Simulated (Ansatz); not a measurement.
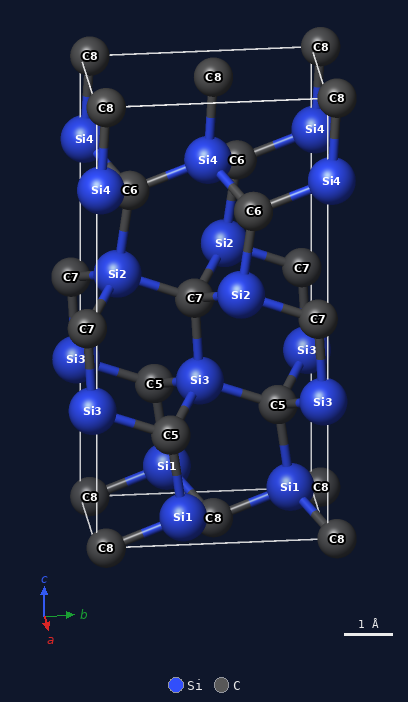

Fig. 1: The structure as given in the input (ball-and-stick view of the cell 2 times as large as that of the calculation, set on its symmetry axes, seen at an oblique angle; atoms are numbered from 1 in the order of the input). An atom can appear more than once, as a periodic image.

## Two runs on SiC

System: SiC (Cmc2₁, 8 atoms in the cell).
Method of run 1: DFT LDA, scalar-relativistic, plane waves, PAW, PAW set soft_1, no spin polarisation (Ansatz 0.2.0).

The structure derives from a Materials Project entry. Text and figures count atoms from 1; the logs count them from 0 in places.

The input, run 1:
```yaml
crystal:
  lattice:
    - [3.0584677755, 0.0, 0.0]
    - [-1.5292338877, 2.463301035, 0.0]
    - [0.0, 0.0, 10.0120151167]
  atoms:
    - { symbol: Si, position: [0.6253257999, 0.2506515997, 0.9378428256] }
    - { symbol: Si, position: [0.3746742001, 0.7493484003, 0.4378428256] }
    - { symbol: Si, position: [0.0180601498, 0.0361202996, 0.6879007609] }
    - { symbol: Si, position: [-0.0180601498, -0.0361202996, 0.1879007609] }
    - { symbol: C, position: [0.6791987509, 0.3583975018, 0.7498079005] }
    - { symbol: C, position: [0.3208012491, 0.6416024982, 0.2498079005] }
    - { symbol: C, position: [0.0409063301, 0.0818126602, 0.500447513] }
    - { symbol: C, position: [-0.0409063301, -0.0818126602, 0.000447513] }
basis:
  ecutwfc: 520.0
kpoints:
  mp_grid: { grid: [12, 12, 4] }
hamiltonian:
  xc: lda
  pseudopotentials: { kind: paw, azcp: { folder: soft_1 } }
scf:
  occupations: { method: gaussian, width: 0.05 }
output:
  forces: true
  stress: true
  eigenvalues: true
```

Command:
```bash
ansatz run input.yaml --threads 2 --pin off --max-ram 4096MiB --backend cpu --events-out ev --progress --plain --runs-dir out
```

Hardware: 2 threads of Arm Neoverse N1, 98 GiB of memory available, shared host.

Output, shortened to warnings, some set-up lines, iterations and results (run 1):
```
Warning: [file] the record states the generating functional pbe (its physics header spells it `PBE`), which answers neither for hamiltonian.xc's functional nor for the lda family's — results may be inconsistent (PPs are generated against a specific XC)
Warning: [file] the record states the generating functional pbe (its physics header spells it `PBE`), which answers neither for hamiltonian.xc's functional nor for the lda family's — results may be inconsistent (PPs are generated against a specific XC)
Basis set: ecut = 520 eV, 2061 PW (Γ)
Symmetry: 4 space group operations
k-points: 129 of 576 (time reversal used)
Initial density: superposition of atomic densities (chi_scale 0.1, normalization cell, long waves kept (reshape's long-wave potential 0.00 eV rms))
[...]
SCF iter   1: F=—  HF=-3415.169698 eV  |F-HF|=—  |Δ(HF+E_count)|=         —  Δρ=1.58e-1  dr2=2.19e1  ethr=3.10e-3  ⟨swp⟩=6.8  Hψ=18195  notcnv=0  defer=15
SCF iter   2: F=—  HF=-3408.016607 eV  |F-HF|=—  |Δ(HF+E_count)|=    7.15e0  Δρ=3.63e-2  dr2=6.82e-1  ethr=3.10e-3  ⟨swp⟩=4.4  Hψ=8635  notcnv=0  defer=371
SCF iter   3: F=—  HF=-3407.829070 eV  |F-HF|=—  |Δ(HF+E_count)|=   1.88e-1  Δρ=1.25e-2  dr2=5.76e-2  ethr=2.13e-3  ⟨swp⟩=2.7  Hψ=5346  notcnv=0  defer=371
SCF iter   4: F=—  HF=-3407.817071 eV  |F-HF|=—  |Δ(HF+E_count)|=   1.20e-2  Δρ=8.51e-4  dr2=8.88e-4  ethr=1.80e-4  ⟨swp⟩=3.0  Hψ=5386  notcnv=0  defer=371
SCF iter   5: F=—  HF=-3407.816976 eV  |F-HF|=—  |Δ(HF+E_count)|=   9.57e-5  Δρ=3.49e-4  dr2=2.97e-4  ethr=2.78e-6  ⟨swp⟩=2.5  Hψ=5046  notcnv=0  defer=242
SCF iter   6: F=—  HF=-3407.816905 eV  |F-HF|=—  |Δ(HF+E_count)|=   7.05e-5  Δρ=1.18e-4  dr2=1.46e-5  ethr=9.30e-7  ⟨swp⟩=2.0  Hψ=3906  notcnv=0  defer=242
SCF iter   7: F=—  HF=-3407.816904 eV  |F-HF|=—  |Δ(HF+E_count)|=   1.13e-6  Δρ=2.80e-5  dr2=7.70e-7  ethr=4.56e-8  ⟨swp⟩=2.2  Hψ=4245  notcnv=0  defer=242
SCF iter   8: F=-3407.816904 eV  HF=-3407.816904 eV  |F-HF|=2.58e-9  |Δ(HF+E_count)|=   4.42e-8  Δρ=4.46e-6  dr2=9.70e-9  ethr=3.13e-10  ⟨swp⟩=14.4  Hψ=19445  notcnv=0
SCF 1 converged in 8 iterations: F = -3407.816904 eV  dr2 = 9.70e-9
SCF converged after 8 iterations
Free energy (F): -3407.816904 eV
Harris-Foulkes:  -3407.816904 eV  (|F-HF|=2.58e-9)
Internal energy: -3407.816904 eV  (E = F + TS)
E sigma→0 (E₀):  -3407.816904 eV
Fermi energy:    11.598264 eV
--- Per-component energies (eV) ---
  E_band       = 139.785663
  E_kinetic    = 553.229267
  E_local      = -364.932861  (includes V_loc(G=0)·N_el)
  E_nonlocal   = 193.550907
  E_hartree    = 122.917719
  E_xc         = -426.264810
  E_vxc        = -443.336923  (∫ρ·V_xc dr)
  E_paw        = -2312.139240  (= ΣΔE_a)
  E_vpaw       = -44.560143  (= ΣTr[D̂ρ^β])
  E_aug_tail   = 0.000040  (compensation charges beyond the density's cutoff)
  E_ewald      = -1174.766580
  E_core_change = 0.588653  (= ΣΔE_core)
  E_smearing   = -0.000000  (= −TS)
  E_closure    = 0.000000  (closes the sum)
  Σ components = -3407.816904   (vs F -3407.816904, Δ=0.00e0)
--- Forces (eV/Å), atoms counted from 1 ---
  atom   1  Si    -0.00000000    -0.32772709    -0.69609505
  atom   2  Si     0.00000000     0.32772709    -0.69609505
  atom   3  Si     0.00000000     0.50643200    -0.51981108
  atom   4  Si    -0.00000000    -0.50643200    -0.51981108
  atom   5  C     -0.00000000    -1.16912449     0.57832231
  atom   6  C      0.00000000     1.16912449     0.57832231
  atom   7  C     -0.00000000    -1.33269720     0.63757285
  atom   8  C      0.00000000     1.33269720     0.63757285
  max |Σ_I F_I| component: 2.19e-5 eV/Å
--- Stress (GPa, compression-positive) ---
        9.717341       0.000000      -0.000000
        0.000000      46.689583       0.000000
       -0.000000       0.000000       2.921542
  P = ⅓ Tr σ = 19.7762 GPa (197.762 kbar)
```

The input of run 2 differs as follows (lines with − go, lines with + come):
```diff
-    - [-1.5292338877, 2.463301035, 0.0]
+    - [-1.5292338877, 2.5560059126, 0.0]
```

How does run 2 compare with run 1?

With the same functional and potentials, run 2 lies 72.3 meV per atom lower. The gap on the mesh goes from 1.44 to 1.85 eV. The pressure goes from 19.78 to 8.51 GPa. The largest force goes from 1.477 to 0.771 eV/Å. The volume per atom goes from 9.43 to 9.78 Å³. The number of SCF iterations is the same. The plane waves at Γ go from 2061 to 2129.

Output, shortened to warnings, some set-up lines, iterations and results (run 2):
```
Warning: [file] the record states the generating functional pbe (its physics header spells it `PBE`), which answers neither for hamiltonian.xc's functional nor for the lda family's — results may be inconsistent (PPs are generated against a specific XC)
Warning: [file] the record states the generating functional pbe (its physics header spells it `PBE`), which answers neither for hamiltonian.xc's functional nor for the lda family's — results may be inconsistent (PPs are generated against a specific XC)
Basis set: ecut = 520 eV, 2129 PW (Γ)
Symmetry: 4 space group operations
k-points: 129 of 576 (time reversal used)
Initial density: superposition of atomic densities (chi_scale 0.1, normalization cell, long waves kept (reshape's long-wave potential 0.00 eV rms))
[...]
SCF iter   1: F=—  HF=-3415.181951 eV  |F-HF|=—  |Δ(HF+E_count)|=         —  Δρ=1.49e-1  dr2=2.06e1  ethr=3.10e-3  ⟨swp⟩=6.7  Hψ=18050  notcnv=0  defer=10
SCF iter   2: F=—  HF=-3408.581059 eV  |F-HF|=—  |Δ(HF+E_count)|=    6.60e0  Δρ=3.48e-2  dr2=6.50e-1  ethr=3.10e-3  ⟨swp⟩=4.3  Hψ=8317  notcnv=0  defer=376
SCF iter   3: F=—  HF=-3408.408103 eV  |F-HF|=—  |Δ(HF+E_count)|=   1.73e-1  Δρ=1.22e-2  dr2=5.88e-2  ethr=2.03e-3  ⟨swp⟩=2.9  Hψ=5457  notcnv=0  defer=374
SCF iter   4: F=—  HF=-3408.395789 eV  |F-HF|=—  |Δ(HF+E_count)|=   1.23e-2  Δρ=7.94e-4  dr2=8.28e-4  ethr=1.84e-4  ⟨swp⟩=3.0  Hψ=5383  notcnv=0  defer=374
SCF iter   5: F=—  HF=-3408.395679 eV  |F-HF|=—  |Δ(HF+E_count)|=   1.10e-4  Δρ=3.07e-4  dr2=2.26e-4  ethr=2.59e-6  ⟨swp⟩=2.3  Hψ=4766  notcnv=0  defer=245
SCF iter   6: F=—  HF=-3408.395627 eV  |F-HF|=—  |Δ(HF+E_count)|=   5.16e-5  Δρ=1.07e-4  dr2=9.90e-6  ethr=7.05e-7  ⟨swp⟩=2.0  Hψ=3972  notcnv=0  defer=245
SCF iter   7: F=—  HF=-3408.395625 eV  |F-HF|=—  |Δ(HF+E_count)|=   2.23e-6  Δρ=2.70e-5  dr2=5.42e-7  ethr=3.09e-8  ⟨swp⟩=2.2  Hψ=4306  notcnv=0  defer=245
SCF iter   8: F=-3408.395625 eV  HF=-3408.395625 eV  |F-HF|=6.05e-10  |Δ(HF+E_count)|=   3.48e-9  Δρ=3.70e-6  dr2=5.10e-9  ethr=3.13e-10  ⟨swp⟩=14.3  Hψ=18967  notcnv=0
SCF 1 converged in 8 iterations: F = -3408.395625 eV  dr2 = 5.10e-9
SCF converged after 8 iterations
Free energy (F): -3408.395625 eV
Harris-Foulkes:  -3408.395625 eV  (|F-HF|=6.05e-10)
Internal energy: -3408.395625 eV  (E = F + TS)
E sigma→0 (E₀):  -3408.395625 eV
Fermi energy:    11.154429 eV
--- Per-component energies (eV) ---
  E_band       = 127.028994
  E_kinetic    = 544.490964
  E_local      = -373.197960  (includes V_loc(G=0)·N_el)
  E_nonlocal   = 191.384466
  E_hartree    = 123.899358
  E_xc         = -423.368671
  E_vxc        = -439.693475  (∫ρ·V_xc dr)
  E_paw        = -2311.303759  (= ΣΔE_a)
  E_vpaw       = -43.753579  (= ΣTr[D̂ρ^β])
  E_aug_tail   = 0.000040  (compensation charges beyond the density's cutoff)
  E_ewald      = -1160.888716
  E_core_change = 0.588653  (= ΣΔE_core)
  E_smearing   = -0.000000  (= −TS)
  E_closure    = 0.000000  (closes the sum)
  Σ components = -3408.395625   (vs F -3408.395625, Δ=0.00e0)
--- Forces (eV/Å), atoms counted from 1 ---
  atom   1  Si     0.00000000     0.35731059    -0.35219727
  atom   2  Si    -0.00000000    -0.35731059    -0.35219727
  atom   3  Si    -0.00000000    -0.02719745    -0.22717630
  atom   4  Si     0.00000000     0.02719745    -0.22717630
  atom   5  C     -0.00000000    -0.55865199     0.30986475
  atom   6  C      0.00000000     0.55865199     0.30986475
  atom   7  C     -0.00000000    -0.72237827     0.26948322
  atom   8  C      0.00000000     0.72237827     0.26948322
  max |Σ_I F_I| component: 5.12e-5 eV/Å
--- Stress (GPa, compression-positive) ---
        4.753745       0.000000      -0.000000
        0.000000      19.647688       0.000000
       -0.000000       0.000000       1.136301
  P = ⅓ Tr σ = 8.5126 GPa (85.126 kbar)
```

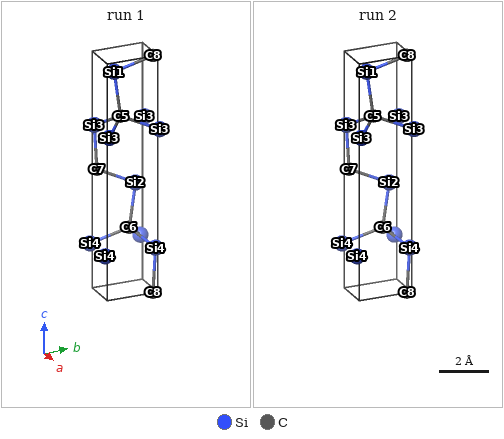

Fig. 2: The two input geometries at one scale (ball-and-stick view of the cell of the calculation, seen slightly off an axis). No atom moves by more than 0.005 Å relative to the cell. The volume changes by +3.8 %, with a stays at 3.058 Å, b 2.899 → 2.979 Å (+2.7 %), c stays at 10.012 Å, γ 121.8° → 120.9°. Among the contacts that change: Si3–C5 1.781 → 1.840 Å, Si1–C8 1.760 → 1.818 Å.

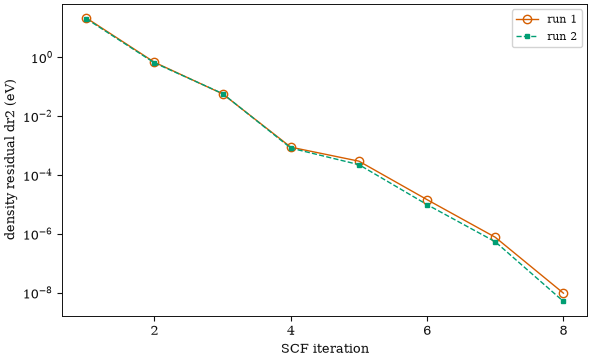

Fig. 3: Convergence of the two runs: density residual dr2 against the SCF iteration. Run 1 takes 8 iterations in all, and run 2 takes 8.

The two runs side by side:

```tsv
quantity	run 1	run 2
outcome	converged	converged
free energy per atom (eV)	−425.9771	−426.0495
gap on the mesh (eV)	1.44	1.85
pressure (GPa)	19.78	8.51
volume per atom (Å³)	9.43	9.78
largest force (eV/Å)	1.477	0.771
SCF iterations	8	8
irreducible k-points	129	129
plane waves at Γ	2061	2129
wall time (shared host)	27 s	28 s
```

For both runs: Warnings: the PAW datasets were made with another functional.
